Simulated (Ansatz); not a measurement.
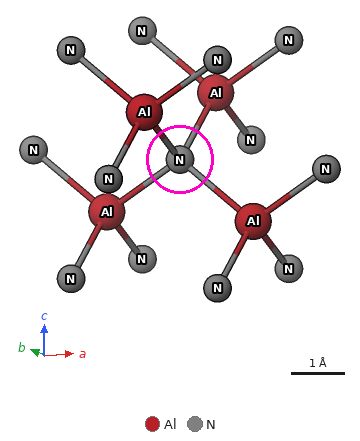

Perfect AlN. The picture is a ball-and-stick view of the atoms within 3.3 Å of one point, seen slightly off an axis.

Method: DFT, PBEsol, PAW, plane waves in Ansatz. (plane-wave cutoff 420 eV; k-point mesh 1 × 1 × 1; mesh shifted by (0.25, 0.25, 0.25); collinear spin) Fermi-Dirac smearing of 0.01 eV. A uniform background neutralises the charged cell. The axes drawn are those of the host's conventional cell.

A nitrogen atom is taken out (a vacancy) at the ringed place, in charge state +2. The supercell has 64 sites, and the atoms are relaxed at the host's cell.

Predict the relaxed surroundings of the defect.

Around the empty N site the host had 4 Al at 1.90 Å; after relaxation the nearest atoms are 4 Al at 2.11 to 2.12 Å. Of the host's atoms, an aluminium atom moves furthest from its site, by 0.22 Å. The cell's net moment is 1.00 μB.

The relaxed defect, seen from the same direction:

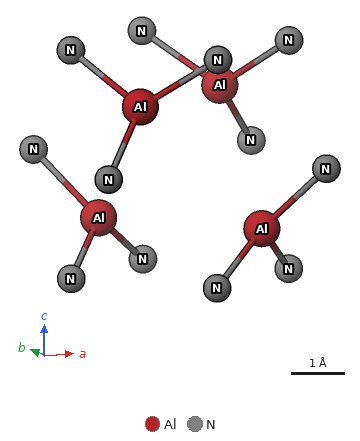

Limits of the set-up: the cell is charged, on a uniform background, and energies carry no finite-size correction.
